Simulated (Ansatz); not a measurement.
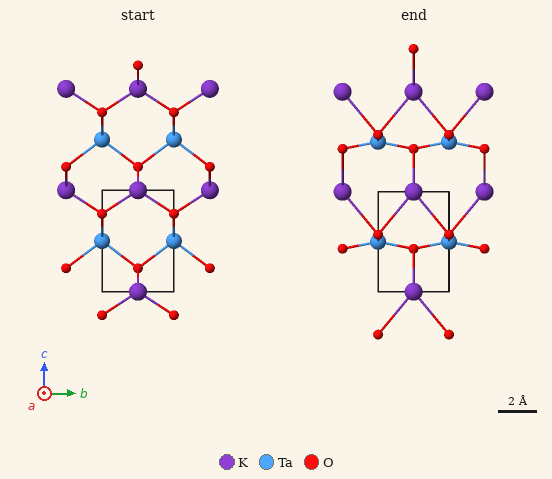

The structure of solid KTaO$_{2}$ (a generated structure, set up in P-4m2) (coarse preliminary run) before (left) and after (right) a relaxation, at one scale.

A ball-and-stick model of the cell of the calculation, repeated 1 × 1 × 2 with one cell outlined, seen along the a axis.

Computed with Ansatz 0.2.0, DFT PBE, scalar-relativistic, plane waves, PAW.

The input:
```yaml
crystal:
  lattice:
    - [3.88066881, 0.0, 0.0]
    - [0.0, 3.88066881, 0.0]
    - [0.0, 0.0, 5.47624029]
  atoms:
    - { symbol: K, position: [0.5, 0.5, 0.0] }
    - { symbol: Ta, position: [0.0, 0.0, 0.5], spin: 1.0 }
    - { symbol: O, position: [0.5, 0.0, 0.768475] }
    - { symbol: O, position: [0.0, 0.5, 0.231525] }
basis:
  ecutwfc: 420
kpoints:
  mp_grid: { grid: [4, 4, 4] }
hamiltonian:
  xc: pbe
scf:
  occupations: { method: gaussian, width: 0.1 }
  lower_state_search: "off"
output:
  forces: true
  stress: true
  eigenvalues: true
  populations: true
magnetization:
  spin_polarized: true
relax:
  adjacent_minimum: "off"
  f_tol: 0.04
  max_steps: 70
  cell: { stress_tol: 0.4 }
```

Launched with:
```bash
ansatz run input.yaml --threads 1 --pin off --max-ram 2560MiB --backend cpu --events-out ev --progress --plain --runs-dir out
```

> What changed between the two?

The largest moves relative to the cell, 1.07 Å, are those of O3 and O4. O3 goes along −c. Ta and K stay in place. Cell: a = b 3.881 → 3.832 Å (−1.3 %), c 5.476 → 5.397 Å (−1.4 %). Volume −3.9 %. Among the contacts that change: K1–O3 2.318 → 3.006 Å, Ta2–O3 2.434 → 1.954 Å. Bond angles that change, for instance: O3–Ta2–O3 105.7° → 157.4°, Ta2–O4–Ta2 105.7° → 157.4°, O3–K1–O3 113.7° → 79.2°. The space group stays P-4m2 (No. 115). After 8 accepted moves (10 points after the start) the energy has fallen by 1578 meV per atom. Largest force component: 5.1 eV/Å at the start, 0.0064 eV/Å at the end. Pressure: −11.69 GPa at the start and −0.02 GPa at the end. The SCF was repeated twice at an unchanged geometry on a basis and grid sized afresh for the cell, which shifted the energy by 0.9 meV per atom at most. The program noted that the starting moments weren't kept. The run may lie on a higher electronic state than the lowest, so the end point isn't shown to be the ground-state structure. The run took 3.6 min on 1 thread of Intel(R) Xeon(R) Processor @ 2.50GHz (Skylake/Cascade Lake), with other jobs on the host, peak memory 0.49 GiB.
